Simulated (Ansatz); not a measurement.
**Rh: geometry relaxation (part 1 of 2)**

System: Rh (slab, 12 atoms in the cell).
Method: DFT PBE+D3(BJ), scalar-relativistic, plane waves, PAW, no spin polarisation (Ansatz 0.2.0).

The structure derives from an entry of the Crystallography Open Database. The input holds or restrains some coordinates. Forces given for the steps count only the free coordinates. It belongs to a series of runs on one base structure; here: clean slab, lower planes held. Figures and captions count atoms from 1; the log counts them from 0 in places.

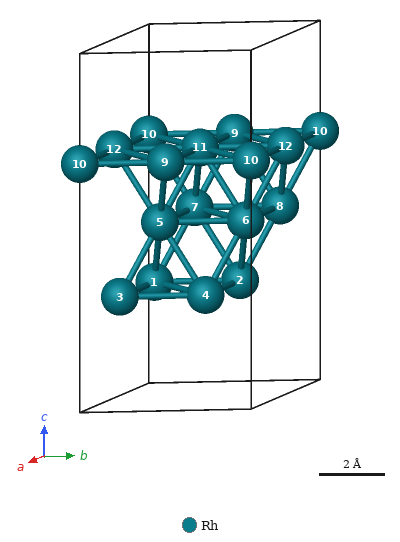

The input geometry (ball-and-stick view of the cell of the calculation, with the vacuum cut short, seen slightly off an axis; atoms are numbered from 1 in the order of the input). An atom can appear more than once, as a periodic image.

## The input
```yaml
crystal:
  lattice:
    - [5.3647950047, 0.0, 0.0]
    - [-2.6823975023, 4.6460487602, 0.0]
    - [0.0, 0.0, 20.3803367787]
  atoms:
    - { symbol: Rh, position: [0.3333333333, 0.1666666667, 0.3925352209] }
    - { symbol: Rh, position: [0.3333333333, 0.6666666667, 0.3925352209] }
    - { symbol: Rh, position: [0.8333333333, 0.1666666667, 0.3925352209] }
    - { symbol: Rh, position: [0.8333333333, 0.6666666667, 0.3925352209] }
    - { symbol: Rh, position: [0.6666666667, 0.3333333333, 0.5] }
    - { symbol: Rh, position: [0.6666666667, 0.8333333333, 0.5] }
    - { symbol: Rh, position: [0.1666666667, 0.3333333333, 0.5] }
    - { symbol: Rh, position: [0.1666666667, 0.8333333333, 0.5] }
    - { symbol: Rh, position: [0.0, 0.5, 0.6074647791] }
    - { symbol: Rh, position: [0.0, 0.0, 0.6074647791] }
    - { symbol: Rh, position: [0.5, 0.5, 0.6074647791] }
    - { symbol: Rh, position: [0.5, 0.0, 0.6074647791] }
basis:
  ecutwfc: 420
kpoints:
  mp_grid: { grid: [4, 4, 1] }
hamiltonian:
  xc: pbe
  dispersion: d3bj
scf:
  occupations: { method: gaussian, width: 0.1 }
output:
  forces: true
  eigenvalues: true
  write_density: true
  write_potential: true
  elf: true
  volumetric_format: npy
relax:
  adjacent_minimum: "off"
  f_tol: 0.03
  max_steps: 70
  constraints: [{ sites: [0, 1, 2, 3] }]
efield:
  axis: 3
  dipole_correction: true
  ramp_width: 0.04
```

Launch command:
```bash
ansatz run input.yaml --threads 4 --pin off --max-ram 10240MiB --backend cpu --events-out ev --progress --plain --runs-dir out
```

## Log
```
Engine: ansatz 0.2.0, aarch64-unknown-linux-gnu
Pseudopotentials: kind: paw
Pseudopotential: Rh, paw, valence charge 17, recommended cutoff 420 eV (normal), Rh.paw.azcp
Functional definition: PBE
  parameter kappa = 0.804
  parameter beta = 0.06672455060314922
  exchange = pbe_x(kappa = kappa, mu = beta*pi^2/3)
  correlation = pbe_c(beta = beta)
Crystal: 12 atoms, lattice volume = 507.982 Å³
Basis set: ecut = 420 eV, 9891 PW (Γ), exchange–correlation on 72×72×288 points (8 copies of the dense FFT grid, shifted against one another)
Bands: 123, of which v1, the nominal top of the filled ones, is band 102 counted from 1 (101 counted from 0)
Symmetry: 24 space group operations
k-points: 4 of 16 (time reversal used)
Non-local potential: Rh, projectors of the file, l = 0: 3, l = 1: 2, l = 2: 2, l = 3: 1
PAW form: soft (Blöchl's): semilocal exchange-correlation on the pseudo side does not see the compensation charge
PAW one-centre angular grid: Rh, 590 points (default); XC on 64 Gauss nodes
Initial density: superposition of atomic densities (neutral atoms: chi_scale 0, normalization atom), corrected by the library's trained network
Initial wavefunctions: pseudopotential atomic-orbital guess
Functional: x = pbe(κ = 0.804, μ = 0.2195149727645171), c = pbe(β = 0.06672455060314922)
SCF iter   1: F=—  HF=-76833.438587 eV  |F-HF|=—  |Δ(HF+E_count)|=         —  Δρ=4.41e-3  dr2=7.36e-2  ethr=1.77e-3  p=0.000 e·Å  D=8.30e-14 V/Å  ΔV_dip=-0.00 eV  dr2_dipole=6.09e-8  V_vac-E_F(+/−)=4.90/4.90 eV  ⟨swp⟩=8.0  Hψ=2260  notcnv=0  defer=3
efield: sawtooth ramp at fractional position 0.9800 (placed from the atoms, in the widest stretch of the axis that holds none; the zero of the levels goes with the place), width 0.0400; the density the first Hamiltonian is built on has a dipole p = 0.000 e·Å; the dipole correction subtracts the counter field D = 8.30e-14 V/Å, which shifts the + side's vacuum level by -0.00 eV against the − side's; the planar-averaged density in the ramp window peaks in size at 1.5e-5 e/Å³
preconditioner: auto → LDOS  [metal: Δε(μ)=0.022 eV  Ē_g=5.230 eV  σ=0.100 eV  W_gap=0.12  n_scr=98 (ndim 8)  ℏωp=17.1 eV  f_vac=0.607  D(μ)=26.98/eV (n_scr^D=266)  β→1.0]
SCF iter   2: F=—  HF=-76833.440009 eV  |F-HF|=—  |Δ(HF+E_count)|=   1.42e-3  Δρ=1.85e-3  dr2=2.10e-2  ethr=3.61e-5  p=0.000 e·Å  D=8.27e-6 V/Å  ΔV_dip=-0.00 eV  dr2_dipole=1.12e-7  V_vac-E_F(+/−)=5.13/5.13 eV  ⟨swp⟩=2.2  Hψ=887  notcnv=0  defer=15
SCF iter   3: F=—  HF=-76833.440526 eV  |F-HF|=—  |Δ(HF+E_count)|=   5.17e-4  Δρ=1.04e-3  dr2=1.96e-2  ethr=1.03e-5  p=0.000 e·Å  D=2.74e-6 V/Å  ΔV_dip=-0.00 eV  dr2_dipole=1.15e-8  V_vac-E_F(+/−)=5.12/5.12 eV  ⟨swp⟩=2.2  Hψ=801  notcnv=0  defer=15
SCF iter   4: F=—  HF=-76833.438692 eV  |F-HF|=—  |Δ(HF+E_count)|=   1.83e-3  Δρ=4.87e-4  dr2=2.35e-3  ethr=9.62e-6  p=0.000 e·Å  D=4.78e-7 V/Å  ΔV_dip=-0.00 eV  dr2_dipole=1.03e-9  V_vac-E_F(+/−)=5.15/5.15 eV  ⟨swp⟩=2.0  Hψ=650  notcnv=0  defer=15
SCF iter   5: F=—  HF=-76833.438927 eV  |F-HF|=—  |Δ(HF+E_count)|=   2.35e-4  Δρ=1.82e-4  dr2=2.56e-4  ethr=1.15e-6  p=-0.000 e·Å  D=-5.97e-7 V/Å  ΔV_dip=0.00 eV  dr2_dipole=5.18e-9  V_vac-E_F(+/−)=5.14/5.14 eV  ⟨swp⟩=2.0  Hψ=656  notcnv=0  defer=15
SCF iter   6: F=-76833.438940 eV  HF=-76833.438935 eV  |F-HF|=5.38e-6  |Δ(HF+E_count)|=   8.13e-6  Δρ=4.40e-5  dr2=1.44e-5  ethr=1.10e-8  p=-0.000 e·Å  D=-6.27e-7 V/Å  ΔV_dip=0.00 eV  dr2_dipole=2.41e-10  V_vac-E_F(+/−)=5.14/5.14 eV  ⟨swp⟩=20.5  Hψ=5211  notcnv=0
SCF 1 converged in 6 iterations: F = -76833.438940 eV  dr2 = 1.44e-5
  greatest PAW one-centre occupation: 1.000 electrons in one spin orbital (limit 2), on the Rh atom at site 7 (counted from 0), in its partial waves of l = 0
relax step   1: F+E_penalty+E_count = -76833.43894028 eV  Δ(F+E_penalty+E_count) = +0.000e0 eV  max|allowed force component| = 3.170e-1 eV/Å  Δτ_max = 0.0000 Å  (6 SCF iters, dr2 threshold 2.25e-5 eV, accepted)
Initial density: handed on by an earlier stage of this run
Initial wavefunctions: those handed on with the density
iter 1 solved again at ethr=1.45e-3 eV; its pass at ethr=3.10e-3 eV (dr2=2.96e0 eV) is discarded
SCF iter   1: F=—  HF=-76833.574402 eV  |F-HF|=—  |Δ(HF+E_count)|=         —  Δρ=1.50e-2  dr2=3.04e0  ethr=1.45e-3  p=-0.000 e·Å  D=-2.44e-6 V/Å  ΔV_dip=0.00 eV  dr2_dipole=7.05e-1  V_vac-E_F(+/−)=5.09/5.09 eV  ⟨swp⟩=1.5  Hψ=1638  notcnv=0  defer=33
efield: sawtooth ramp at fractional position 0.9800 (handed on by an earlier solve), width 0.0400; the density the first Hamiltonian is built on has a dipole p = -0.000 e·Å; the dipole correction subtracts the counter field D = -2.44e-6 V/Å, which shifts the + side's vacuum level by +0.00 eV against the − side's; the planar-averaged density in the ramp window peaks in size at 5.5e-6 e/Å³
preconditioner: auto → LDOS  [metal: Δε(μ)=0.084 eV  Ē_g=5.365 eV  σ=0.100 eV  W_gap=0.44  n_scr=98 (ndim 8)  ℏωp=17.1 eV  f_vac=0.612  D(μ)=23.26/eV (n_scr^D=228)  β→1.0]
SCF iter   2: F=—  HF=-76833.510990 eV  |F-HF|=—  |Δ(HF+E_count)|=   6.34e-2  Δρ=8.12e-3  dr2=2.33e-1  ethr=1.45e-3  p=-0.013 e·Å  D=-4.68e-3 V/Å  ΔV_dip=0.10 eV  dr2_dipole=1.82e-2  V_vac-E_F(+/−)=5.16/5.07 eV  ⟨swp⟩=3.0  Hψ=835  notcnv=0  defer=32
SCF iter   3: F=—  HF=-76833.478085 eV  |F-HF|=—  |Δ(HF+E_count)|=   3.29e-2  Δρ=3.77e-3  dr2=1.06e-1  ethr=1.14e-4  p=0.001 e·Å  D=3.88e-4 V/Å  ΔV_dip=-0.01 eV  dr2_dipole=7.54e-3  V_vac-E_F(+/−)=5.08/5.09 eV  ⟨swp⟩=3.5  Hψ=1094  notcnv=0  defer=34
SCF iter   4: F=—  HF=-76833.471521 eV  |F-HF|=—  |Δ(HF+E_count)|=   6.56e-3  Δρ=1.27e-3  dr2=1.41e-2  ethr=5.22e-5  p=-0.001 e·Å  D=-2.63e-4 V/Å  ΔV_dip=0.01 eV  dr2_dipole=5.26e-4  V_vac-E_F(+/−)=5.10/5.10 eV  ⟨swp⟩=1.2  Hψ=537  notcnv=0  defer=36
SCF iter   5: F=—  HF=-76833.471108 eV  |F-HF|=—  |Δ(HF+E_count)|=   4.13e-4  Δρ=4.23e-4  dr2=2.04e-3  ethr=6.89e-6  p=-0.001 e·Å  D=-4.88e-4 V/Å  ΔV_dip=0.01 eV  dr2_dipole=2.15e-5  V_vac-E_F(+/−)=5.10/5.09 eV  ⟨swp⟩=3.0  Hψ=688  notcnv=0  defer=36
SCF iter   6: F=—  HF=-76833.472277 eV  |F-HF|=—  |Δ(HF+E_count)|=   1.17e-3  Δρ=2.28e-4  dr2=7.93e-4  ethr=9.99e-7  p=-0.001 e·Å  D=-2.15e-4 V/Å  ΔV_dip=0.00 eV  dr2_dipole=1.54e-5  V_vac-E_F(+/−)=5.10/5.09 eV  ⟨swp⟩=1.8  Hψ=550  notcnv=0  defer=36
SCF iter   7: F=—  HF=-76833.472298 eV  |F-HF|=—  |Δ(HF+E_count)|=   2.13e-5  Δρ=8.32e-5  dr2=1.26e-4  ethr=3.89e-7  p=-0.000 e·Å  D=-7.62e-5 V/Å  ΔV_dip=0.00 eV  dr2_dipole=1.48e-5  V_vac-E_F(+/−)=5.10/5.09 eV  ⟨swp⟩=1.8  Hψ=560  notcnv=0  defer=36
SCF iter   8: F=—  HF=-76833.472341 eV  |F-HF|=—  |Δ(HF+E_count)|=   4.34e-5  Δρ=2.99e-5  dr2=7.77e-6  ethr=6.16e-8  p=0.000 e·Å  D=9.43e-7 V/Å  ΔV_dip=-0.00 eV  dr2_dipole=1.24e-6  V_vac-E_F(+/−)=5.09/5.09 eV  ⟨swp⟩=2.0  Hψ=554  notcnv=0  defer=36
SCF iter   9: F=-76833.472352 eV  HF=-76833.472352 eV  |F-HF|=6.64e-8  |Δ(HF+E_count)|=   1.04e-5  Δρ=1.01e-5  dr2=1.04e-6  ethr=3.08e-9  p=0.000 e·Å  D=2.15e-5 V/Å  ΔV_dip=-0.00 eV  dr2_dipole=2.77e-7  V_vac-E_F(+/−)=5.09/5.09 eV  ⟨swp⟩=21.2  Hψ=4717  notcnv=0
SCF 2 converged in 9 iterations: F = -76833.472352 eV  dr2 = 1.04e-6
relax step   2: F+E_penalty+E_count = -76833.47235155 eV  Δ(F+E_penalty+E_count) = -3.341e-2 eV  max|allowed force component| = 2.055e-1 eV/Å  Δτ_max = 0.1199 Å  (9 SCF iters, dr2 threshold 6.28e-6 eV, accepted)
SCF iter   1: F=—  HF=-76833.500259 eV  |F-HF|=—  |Δ(HF+E_count)|=         —  Δρ=5.25e-3  dr2=3.39e-1  ethr=1.81e-3  p=0.000 e·Å  D=2.30e-5 V/Å  ΔV_dip=-0.00 eV  dr2_dipole=7.46e-2  V_vac-E_F(+/−)=5.11/5.11 eV  ⟨swp⟩=3.5  Hψ=907  notcnv=0  defer=32
efield: sawtooth ramp at fractional position 0.9800 (handed on by an earlier solve), width 0.0400; the density the first Hamiltonian is built on has a dipole p = 0.000 e·Å; the dipole correction subtracts the counter field D = 2.30e-5 V/Å, which shifts the + side's vacuum level by -0.00 eV against the − side's; the planar-averaged density in the ramp window peaks in size at 2.5e-6 e/Å³
preconditioner: auto → LDOS  [metal: Δε(μ)=0.054 eV  Ē_g=5.315 eV  σ=0.100 eV  W_gap=0.30  n_scr=98 (ndim 8)  ℏωp=17.1 eV  f_vac=0.610  D(μ)=27.76/eV (n_scr^D=278)  β→1.0]
SCF iter   2: F=—  HF=-76833.491925 eV  |F-HF|=—  |Δ(HF+E_count)|=   8.33e-3  Δρ=2.37e-3  dr2=3.65e-2  ethr=1.66e-4  p=0.005 e·Å  D=1.68e-3 V/Å  ΔV_dip=-0.03 eV  dr2_dipole=8.28e-3  V_vac-E_F(+/−)=5.09/5.12 eV  ⟨swp⟩=1.8  Hψ=588  notcnv=0  defer=34
SCF iter   3: F=—  HF=-76833.489889 eV  |F-HF|=—  |Δ(HF+E_count)|=   2.04e-3  Δρ=1.65e-3  dr2=1.42e-2  ethr=1.79e-5  p=-0.001 e·Å  D=-2.65e-4 V/Å  ΔV_dip=0.01 eV  dr2_dipole=6.01e-5  V_vac-E_F(+/−)=5.11/5.11 eV  ⟨swp⟩=3.2  Hψ=921  notcnv=0  defer=34
SCF iter   4: F=—  HF=-76833.487995 eV  |F-HF|=—  |Δ(HF+E_count)|=   1.89e-3  Δρ=3.59e-4  dr2=1.80e-3  ethr=6.95e-6  p=0.001 e·Å  D=3.82e-4 V/Å  ΔV_dip=-0.01 eV  dr2_dipole=3.87e-5  V_vac-E_F(+/−)=5.10/5.11 eV  ⟨swp⟩=2.0  Hψ=664  notcnv=0  defer=34
SCF iter   5: F=—  HF=-76833.489132 eV  |F-HF|=—  |Δ(HF+E_count)|=   1.14e-3  Δρ=2.49e-4  dr2=4.97e-4  ethr=8.81e-7  p=0.001 e·Å  D=1.99e-4 V/Å  ΔV_dip=-0.00 eV  dr2_dipole=1.25e-6  V_vac-E_F(+/−)=5.11/5.11 eV  ⟨swp⟩=2.0  Hψ=674  notcnv=0  defer=34
SCF iter   6: F=—  HF=-76833.489177 eV  |F-HF|=—  |Δ(HF+E_count)|=   4.48e-5  Δρ=9.57e-5  dr2=1.69e-4  ethr=2.44e-7  p=0.000 e·Å  D=6.41e-5 V/Å  ΔV_dip=-0.00 eV  dr2_dipole=8.93e-7  V_vac-E_F(+/−)=5.11/5.11 eV  ⟨swp⟩=2.2  Hψ=621  notcnv=0  defer=34
SCF iter   7: F=—  HF=-76833.489188 eV  |F-HF|=—  |Δ(HF+E_count)|=   1.11e-5  Δρ=3.88e-5  dr2=3.56e-5  ethr=8.28e-8  p=0.000 e·Å  D=1.61e-5 V/Å  ΔV_dip=-0.00 eV  dr2_dipole=8.04e-6  V_vac-E_F(+/−)=5.11/5.11 eV  ⟨swp⟩=1.5  Hψ=514  notcnv=0  defer=34
SCF iter   8: F=—  HF=-76833.489203 eV  |F-HF|=—  |Δ(HF+E_count)|=   1.52e-5  Δρ=1.64e-5  dr2=3.18e-6  ethr=1.74e-8  p=-0.000 e·Å  D=-8.79e-7 V/Å  ΔV_dip=0.00 eV  dr2_dipole=6.81e-7  V_vac-E_F(+/−)=5.11/5.11 eV  ⟨swp⟩=2.0  Hψ=500  notcnv=0  defer=34
SCF iter   9: F=-76833.489206 eV  HF=-76833.489206 eV  |F-HF|=3.62e-8  |Δ(HF+E_count)|=   3.57e-6  Δρ=3.91e-6  dr2=1.83e-7  ethr=1.29e-9  p=-0.000 e·Å  D=-7.18e-6 V/Å  ΔV_dip=0.00 eV  dr2_dipole=5.04e-8  V_vac-E_F(+/−)=5.11/5.11 eV  ⟨swp⟩=20.8  Hψ=4400  notcnv=0
SCF 3 converged in 9 iterations: F = -76833.489206 eV  dr2 = 1.83e-7
relax step   3: F+E_penalty+E_count = -76833.48920646 eV  Δ(F+E_penalty+E_count) = -1.685e-2 eV  max|allowed force component| = 4.552e-3 eV/Å  Δτ_max = 0.0418 Å  (9 SCF iters, dr2 threshold 2.64e-6 eV, accepted)
iter 1 solved again at ethr=9.69e-11 eV; its pass at ethr=3.10e-3 eV (dr2=1.98e-7 eV) is discarded
SCF iter   1: F=—  HF=-76833.489254 eV  |F-HF|=—  |Δ(HF+E_count)|=         —  Δρ=4.03e-6  dr2=1.97e-7  ethr=9.69e-11  p=-0.000 e·Å  D=-7.18e-6 V/Å  ΔV_dip=0.00 eV  dr2_dipole=5.51e-8  V_vac-E_F(+/−)=5.11/5.11 eV  ⟨swp⟩=1.0  Hψ=1168  notcnv=0
efield: sawtooth ramp at fractional position 0.9800 (handed on by an earlier solve), width 0.0400; the density the first Hamiltonian is built on has a dipole p = -0.000 e·Å; the dipole correction subtracts the counter field D = -7.18e-6 V/Å, which shifts the + side's vacuum level by +0.00 eV against the − side's; the planar-averaged density in the ramp window peaks in size at 4.2e-7 e/Å³
preconditioner: auto → LDOS  [metal: Δε(μ)=0.059 eV  Ē_g=5.313 eV  σ=0.100 eV  W_gap=0.32  n_scr=98 (ndim 8)  ℏωp=17.1 eV  f_vac=0.611  D(μ)=26.78/eV (n_scr^D=266)  β→1.0]
SCF iter   2: F=-76833.489207 eV  HF=-76833.489207 eV  |F-HF|=2.39e-8  |Δ(HF+E_count)|=   4.77e-5  Δρ=1.98e-6  dr2=4.83e-8  ethr=4.90e-11  p=-0.000 e·Å  D=-3.74e-6 V/Å  ΔV_dip=0.00 eV  dr2_dipole=1.55e-9  V_vac-E_F(+/−)=5.11/5.11 eV  ⟨swp⟩=11.8  Hψ=3776  notcnv=0
SCF 4 converged in 2 iterations: F = -76833.489207 eV  dr2 = 4.83e-8
relax step   4: F+E_penalty+E_count = -76833.48920663 eV  Δ(F+E_penalty+E_count) = -1.754e-7 eV  max|allowed force component| = 4.601e-3 eV/Å  Δτ_max = 0.0000 Å  (2 SCF iters, accepted)
```

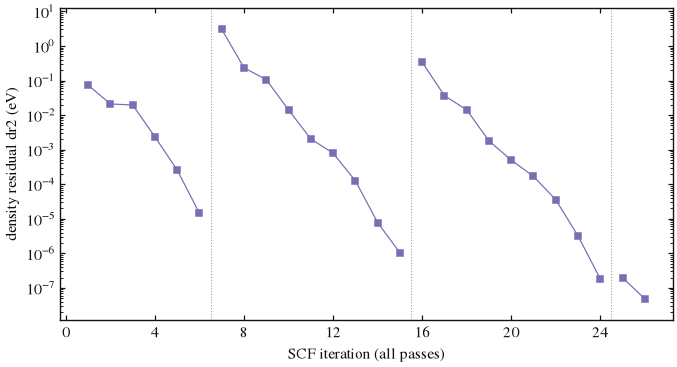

Convergence of the self-consistent field: density residual dr2 against the SCF iteration. The dotted lines part the SCF passes of the relaxation: geometry steps, rejected trials and re-solves on a re-selected basis. The passes take 6, 9, 9 and 2 iterations.

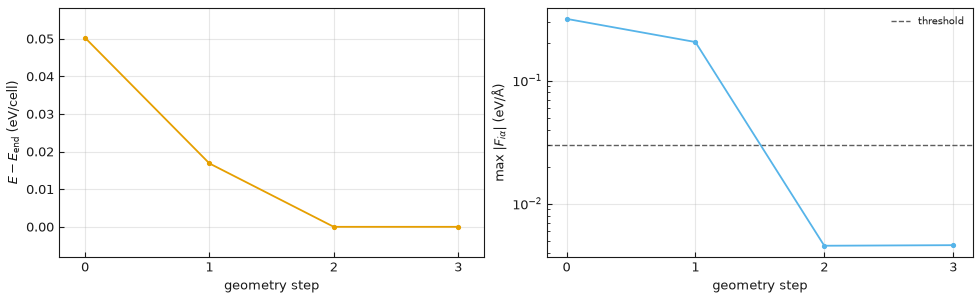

Progress of the restrained relaxation, step by step (the first geometry is step 0 here and step 1 in the log).

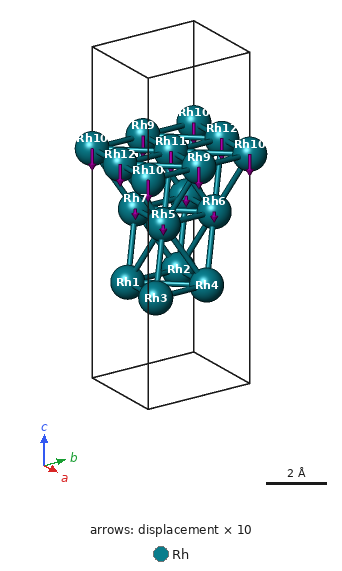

The starting structure with the displacements as pink arrows, magnified 10 times (ball-and-stick view of the cell of the calculation, with the vacuum cut short, seen slightly off an axis). Over 3 geometry steps the energy falls by 50.3 meV per cell of the calculation. Largest force component: 0.32 eV/Å at the start, 0.0046 eV/Å at the end. The largest moves, 0.078 Å, are those of Rh9, Rh10, Rh11 and Rh12. The cell stays as it was. Among the contacts that change: Rh1–Rh5 2.682 → 2.651 Å. (Atoms are counted from 1 in the order of the input.)

```
WARN: The input density's exchange-correlation potential varies sharply where the density is thin. Do not read a vacuum level from v_tot or v_xc, or from such a field of the output density. On a cell that repeats whose density bears no net charge and no dipole along the vacuum's axis use v_es (v_loc + v_h of the components); under efield.dipole_correction with no amplitude use v_es + v_field, which holds any external_charges[].barrier, or the levels of the report's work_function block, which leave it out; under a non-zero efield.amplitude the vacuum is tilted and has no level; on a cell that repeats and bears such a dipole with no correction it is tilted too, and efield.dipole_correction with no amplitude gives each side of its ramp a level where efield: is served; in a cell that repeats whose density bears a net charge (total_charge, or a fill off its count) it is curved and has none; of a slab under crystal.periodic whose density bears no net charge use v_es, which has a level on each side, short of where the two are joined; of another it falls or rises all the way out and has none; of a slab beside external_charges read slab_vacuum_level instead, which it has where they leave it neutral. The grid or the basis barely resolves most such structure, and the values can differ between equally converged runs; as a rule a tighter scf.convergence.dr2_threshold does not remove it. Where the density itself ripples (under the LDA too) a higher basis.ecutwfc lessens it. The files hold the spikes' plane waves up to the density's cutoff. Files: v_tot and the like, and their columns of v_z.tsv (output.write_potential); v_xc and the like, and their columns of v_comp_z.tsv (output.write_potential_components); where files of the output density stand in their place, no point of their own thin density is over the threshold below, and this is of outcome.potential() and, of a run that writes arrays (npy), the arrays of these names. Measured: with its Gaussian average of σ = 0.25 Å subtracted twice, the exchange-correlation potential is over 0.1 eV at 100 of the grid points where the equally averaged density (valence and model cores) is under 1e-3 e/Å³, and 0.125 eV at the most among them, at an averaged density of 1.5e-7 e/Å³. See output.write_potential in the manual, Limitations
SCF converged after 2 iterations
Free energy (F): -76833.489207 eV
Harris-Foulkes:  -76833.489207 eV  (|F-HF|=2.39e-8)
Internal energy: -76833.355291 eV  (E = F + TS)
E sigma→0 (E₀):  -76833.422249 eV
Entropy (-TS):   -0.133916 eV (-11.160 meV/atom)
Fermi energy:    3.865236 eV
Dipole field:    D = 0.000030 V/Å  (p = 0.000083 e·Å, saw-weighted, corrected)
Work function:   Φ+ = 5.1095 eV   Φ− = 5.1101 eV
Levels:          The Fermi level and band energies are counted from a zero that moves with the ramp; work functions are not
```
